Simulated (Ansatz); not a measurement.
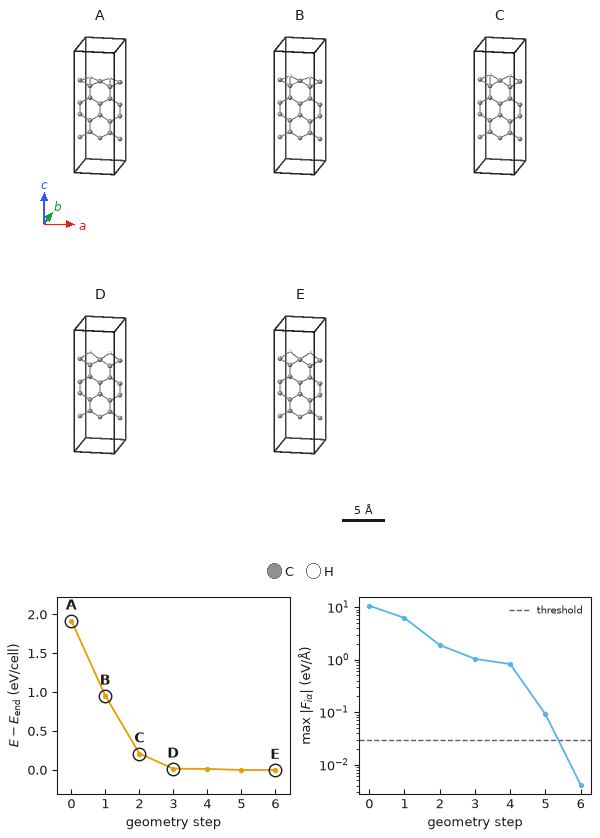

Frames of a constrained relaxation of a slab of composition HC₈ (cut from the P6/mmm phase), marked on the history of the run. A ball-and-stick model of the 2 repeat of the cell, with the vacuum cut short, seen slightly off an axis.

Case: H put at a top C site. The slab is the (1 0 0) face of C with H on it. 4 atoms are held fixed.

Computed with Ansatz, DFT PBEsol, scalar-relativistic, plane waves, PAW. Set-up: plane-wave cutoff 420 eV; k-point mesh 12 × 4 × 1; occupations gaussian; smearing width 0.1 eV; no spin polarisation; dipole correction; atoms relaxed in a fixed cell; force threshold 0.03 eV/Å; at most 70 steps.

> Describe the path.

The atom that moves furthest is the H atom (0.58 Å). By element the largest moves are H 0.58 Å, C 0.09 Å. The cell doesn't change. Among the contacts that change: C–H 1.079 → 1.683 Å, C–H 1.313 → 1.552 Å, C–C 1.376 → 1.433 Å, C–C 1.472 → 1.440 Å. Bonds break: C–H (1.08 → 1.68 Å). Among the angles between lasting bonds that change: C–C–C 126.6° → 118.2°, C–C–C 116.7° → 120.9°. Over 6 geometry steps the energy falls by 1.920 eV per cell of the calculation. Largest force component: 11 eV/Å at the start, 0.0041 eV/Å at the end. From step 0 to 1: the H atom moves most (0.14 Å), energy −0.966 eV per cell of the calculation. From step 1 to 2: the H atom moves most (0.19 Å), energy −0.743 eV per cell of the calculation. From step 2 to 3: the H atom moves most (0.20 Å), energy −0.195 eV per cell of the calculation. From step 3 to 6: the H atom moves most (0.04 Å), energy −16.0 meV per cell of the calculation.

```
step  E − E(0), meV/atom  largest force component, eV/Å
   0                0.00                        10.6316
   1             -107.33                         6.2322
   2             -189.88                         1.8962
   3             -211.60                         1.0338
   4             -211.94                         0.8226
   5             -213.36                         0.0911
   6             -213.38                         0.0041
```

Limits of the set-up: the periodic images lie only 2.5 Å apart, so the values are limited by the cell's size.
